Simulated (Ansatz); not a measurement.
Run report: SrTiO3, single-point calculation (part 2 of 2)

SrTiO3 (Pm-3m, 35 atoms in the cell); DFT PBEsol, scalar-relativistic, plane waves, PAW, no spin polarisation (Ansatz 0.2.0); cutoff 420 eV, 3×3×3 k-mesh, Gaussian smearing of 0.02 eV. The structure derives from a Materials Project entry. It belongs to a series of runs on one base structure; here: the perfect crystal in a cell of 35 atoms.

**The program's output, continued**
```
  k-point 1: bands = ["-46.0803", "-46.0793", "-46.0786", "-46.0786", "-46.0779", "-46.0778", "-46.0777", "-22.6023", "-22.6007", "-22.5914", "-22.5788", "-22.5764", "-22.5618", "-22.5550", "-22.5379", "-22.5316", "-22.5231", "-22.5103", "-22.5041", "-22.4983", "-22.4960", "-22.4873", "-22.4836", "-22.4797", "-22.4767", "-22.4732", "-22.4694", "-22.4669", "-22.4632", "-22.4629", "-22.4570", "-22.4392", "-22.4384", "-22.4330", "-22.4220", "-7.3785", "-7.3097", "-7.1845", "-7.1532", "-6.8866",
      "-6.8157", "-6.7721", "-6.4671", "-6.4644", "-6.4006", "-6.3847", "-6.3794", "-6.3611", "-6.3562", "-6.3302", "-6.2802", "-6.2722", "-6.2308", "-6.2299", "-6.2102", "-6.1567", "-4.6965", "-4.6235", "-4.5823", "-4.5510", "-4.5381", "-4.5204", "-4.4880", "-4.4711", "-4.4104", "-4.3995", "-4.3516", "-4.3312", "-4.3260", "-4.2805", "-4.2571", "-4.2535", "-4.1824", "-4.1729", "-4.1686", "-4.1577", "-4.1481", "5.3203", "5.4718", "5.5601",
      "5.5793", "5.6919", "5.7374", "5.7422", "5.8161", "5.9304", "5.9534", "6.0868", "6.1016", "6.1963", "6.2018", "6.3446", "6.5094", "6.6340", "6.6524", "6.6607", "6.6616", "6.7403", "6.7874", "6.8493", "7.0131", "7.0315", "7.0558", "7.0649", "7.0712", "7.0746", "7.0824", "7.1187", "7.1583", "7.3502", "7.3829", "7.5210", "7.8971", "8.1744", "8.1849", "8.2120", "8.2258", "8.3489", "8.4340", "8.4717",
      "8.4813", "8.6076", "8.7651", "8.7911", "8.8253", "8.8737", "8.9648", "8.9749", "8.9764", "9.0301", "9.0645", "9.1232", "9.1922", "9.2995", "9.3207", "9.4114", "9.5374", "9.5507", "9.7826", "9.8689", "12.1401", "12.3643", "12.4382", "12.7444", "13.1321", "13.2338", "13.3309", "13.3993", "13.5023", "13.6314", "13.7125", "13.8022", "13.8053", "13.8430", "13.8436", "13.8765", "13.9584", "14.0608", "14.1243", "14.2296",
      "14.2846", "14.7236", "15.1765", "15.3017", "15.3100", "15.5205", "15.8048", "15.8597", "15.8671", "16.4518", "16.5450", "16.6967", "16.8038", "16.9751", "17.1565"]
  k-point 2: bands = ["-46.0796", "-46.0796", "-46.0796", "-46.0780", "-46.0780", "-46.0780", "-46.0775", "-22.5980", "-22.5980", "-22.5980", "-22.5681", "-22.5681", "-22.5681", "-22.5551", "-22.5312", "-22.5312", "-22.5312", "-22.5201", "-22.5201", "-22.4950", "-22.4950", "-22.4950", "-22.4711", "-22.4711", "-22.4711", "-22.4682", "-22.4682", "-22.4682", "-22.4677", "-22.4677", "-22.4677", "-22.4579", "-22.4230", "-22.4230", "-22.4230", "-7.3378", "-7.3378", "-7.3378", "-6.8898", "-6.8898",
      "-6.8898", "-6.7012", "-6.4149", "-6.4149", "-6.4149", "-6.4109", "-6.4109", "-6.4109", "-6.3190", "-6.3190", "-6.3190", "-6.2913", "-6.2913", "-6.2913", "-6.1950", "-6.1950", "-4.6235", "-4.6235", "-4.5314", "-4.5314", "-4.5314", "-4.5134", "-4.5134", "-4.5134", "-4.4166", "-4.4166", "-4.4166", "-4.2864", "-4.2417", "-4.2417", "-4.2417", "-4.2169", "-4.2169", "-4.2169", "-4.1843", "-4.1843", "-4.1843", "5.4649", "5.4649", "5.4649",
      "5.5352", "5.5352", "5.5352", "5.7120", "5.9285", "5.9285", "5.9285", "6.2255", "6.2255", "6.2789", "6.2789", "6.2789", "6.3404", "6.5073", "6.5073", "6.7877", "6.7877", "6.7877", "6.9445", "6.9445", "6.9445", "6.9758", "6.9758", "6.9758", "7.0757", "7.0757", "7.0757", "7.2736", "7.2736", "7.2736", "7.8510", "7.8510", "7.8510", "8.0330", "8.0330", "8.0330", "8.3590", "8.3590", "8.3590", "8.5527",
      "8.5527", "8.5527", "8.6271", "8.6271", "8.6271", "8.7644", "8.7644", "8.7644", "9.0678", "9.0678", "9.0678", "9.1417", "9.1417", "9.1417", "9.3678", "9.3678", "9.6732", "9.7958", "9.7958", "9.7958", "12.6439", "12.6439", "12.6439", "12.9427", "12.9427", "12.9427", "13.1118", "13.1118", "13.1118", "13.7048", "13.7048", "13.7048", "13.9048", "13.9048", "13.9048", "13.9878", "14.0229", "14.0229", "14.2261", "14.2261",
      "14.2261", "15.0566", "15.0566", "15.0566", "15.7261", "15.7261", "15.7261", "16.2364", "16.2364", "16.2364", "16.6630", "16.6630", "16.6630", "16.8066", "16.8066"]
  k-point 5: bands = ["-46.0797", "-46.0791", "-46.0789", "-46.0787", "-46.0786", "-46.0783", "-46.0767", "-22.6254", "-22.6249", "-22.5991", "-22.5984", "-22.5914", "-22.5879", "-22.5393", "-22.5342", "-22.5274", "-22.5231", "-22.5117", "-22.5050", "-22.4915", "-22.4906", "-22.4861", "-22.4818", "-22.4789", "-22.4719", "-22.4694", "-22.4681", "-22.4655", "-22.4629", "-22.4463", "-22.4392", "-22.4275", "-22.4243", "-22.4241", "-22.4199", "-7.4112", "-7.3870", "-7.3744", "-7.1532", "-7.1398",
      "-7.1371", "-6.4644", "-6.3825", "-6.3549", "-6.3218", "-6.3106", "-6.3037", "-6.3020", "-6.2828", "-6.2586", "-6.2299", "-6.2125", "-6.2100", "-6.2015", "-6.0970", "-6.0292", "-4.8209", "-4.7139", "-4.6616", "-4.5541", "-4.5517", "-4.5424", "-4.5378", "-4.5217", "-4.4880", "-4.4585", "-4.4348", "-4.3915", "-4.3684", "-4.2599", "-4.2535", "-4.2520", "-4.1686", "-4.1513", "-4.1462", "-4.0898", "-4.0722", "5.4414", "5.5815", "5.6752",
      "5.6919", "5.7930", "5.8073", "5.8328", "5.9157", "5.9925", "6.0817", "6.1016", "6.2018", "6.2672", "6.3073", "6.3101", "6.3502", "6.3668", "6.5378", "6.6067", "6.7745", "6.8160", "6.8818", "6.8983", "6.9877", "7.0068", "7.0342", "7.0572", "7.0649", "7.0815", "7.0889", "7.1050", "7.2682", "7.3430", "7.3829", "7.5249", "7.5453", "7.9312", "8.1208", "8.1370", "8.1744", "8.3299", "8.4436", "8.4673",
      "8.4813", "8.6076", "8.6106", "8.6844", "8.7070", "8.8187", "8.8280", "8.8812", "8.9641", "9.0134", "9.0208", "9.0406", "9.0860", "9.1832", "9.3034", "9.5046", "9.5374", "9.7707", "9.8034", "9.9437", "12.3969", "12.5571", "12.7165", "12.9210", "13.0033", "13.2168", "13.2928", "13.3993", "13.4074", "13.4948", "13.5023", "13.6519", "13.6678", "13.7877", "13.8346", "13.8436", "13.8920", "14.0464", "14.3840", "14.4214",
      "14.4818", "14.9155", "15.1237", "15.1252", "15.3017", "15.6100", "15.9964", "16.1543", "16.4948", "16.5682", "16.8174", "16.8272", "17.1219", "17.1345", "17.2711"]
```

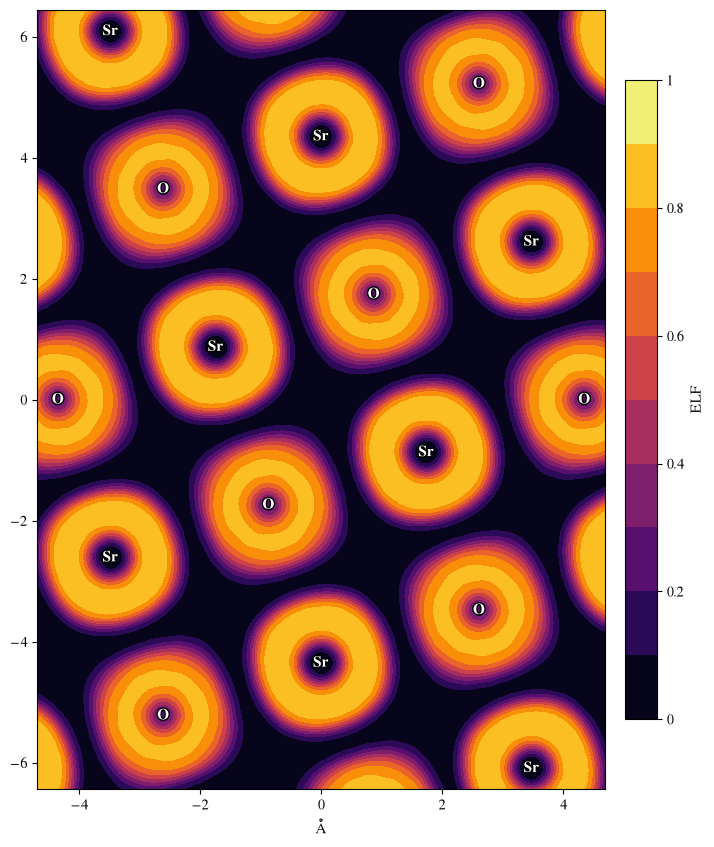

**Figure 1.** Electron localisation function on the (101) plane of the calculation cell. The strong features right at Sr lie inside the PAW spheres (semicore, d or f shells) and say nothing about bonding. Core electrons are frozen (PAW), so the fields are smoothed inside the atomic spheres.

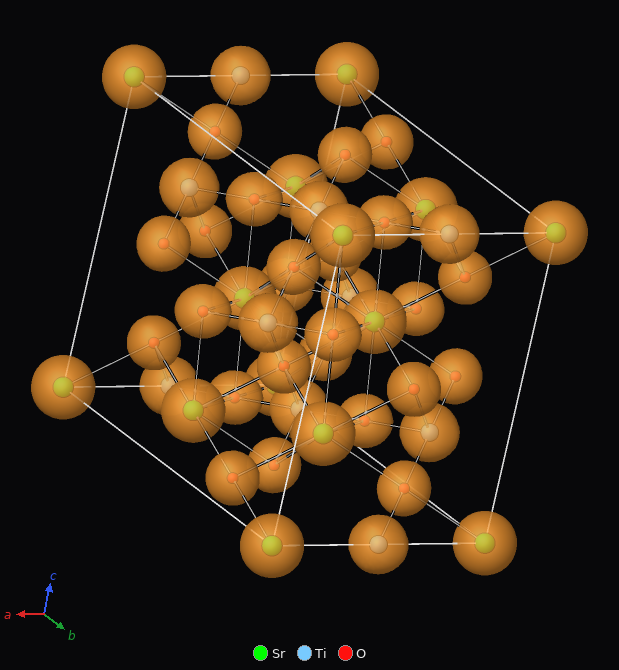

**Figure 2.** Isosurface of the valence charge density (pseudo) at 1 e/Å³ (orange), seen at an oblique angle. Sticks mark near contacts. The outline is the calculation cell. At this value the density breaks into separate islands; it holds about 65 % of the electrons treated as valence (semicore included). It is pinched off along the Ti–O (1.95 Å) and Sr–O (2.75 Å) contacts. On the grid the lowest density along these lines, outside the cores, is 0.72 e/Å³ (Ti–O, 1.95 Å) and 0.15 e/Å³ (Sr–O, 2.75 Å).

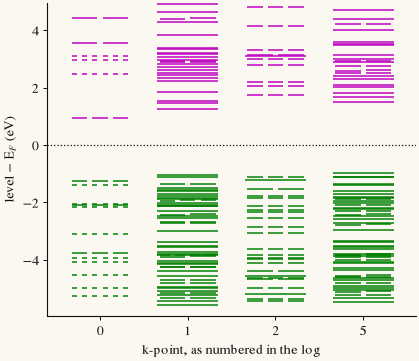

**Figure 3.** Kohn–Sham levels near the Fermi level (dotted) at the few k-points that the log prints; levels within 0.02 eV of each other stand side by side. Among these points the highest filled and lowest empty levels are 1.91 eV apart, which is the gap on the mesh.
